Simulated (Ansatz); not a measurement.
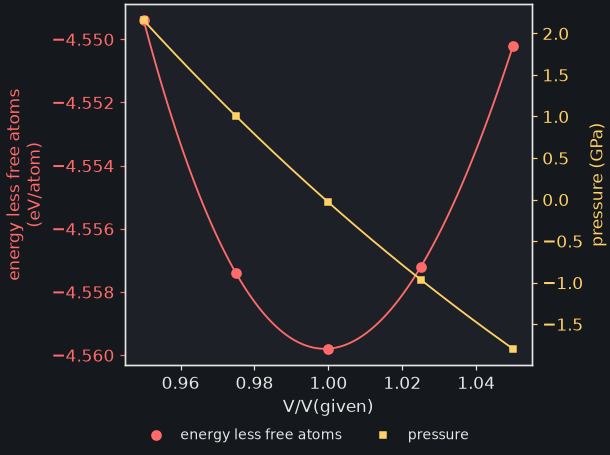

The picture above shows the energy less free atoms and pressure against V/V(given) for Y, space group Fm-3m (No. 225).

Starting cell:
```yaml
crystal:
  lattice:
    - [0.00000, 2.53193, 2.53193]
    - [2.53193, 0.00000, 2.53193]
    - [2.53193, 2.53193, 0.00000]
  atoms:
    - { symbol: Y, position: [0.00000, 0.00000, 0.00000] }
```

How it was computed, with Ansatz 0.2.0: periodic Kohn-Sham DFT of a crystal at fixed atoms, scaled to the stated factor times the given cell; pressure positive in compression, energy less spherical unpolarised free atoms. Level: PBE.

method all-electron LAPW; relativity scalar; k mesh 12×12×12; occupations Fermi–Dirac; smearing width 0.03 eV; basis error target 0.5 (meV/atom); nucleus Gaussian.

V(given) is 32.46 Å³/atom.

The numbers behind the figure:

```csv
V/V(given),energy less free atoms (eV/atom),pressure (GPa)
0.950,-4.5494,2.157
0.975,-4.5574,1.004
1.000,-4.5598,-0.033
1.025,-4.5572,-0.964
1.050,-4.5502,-1.797
```
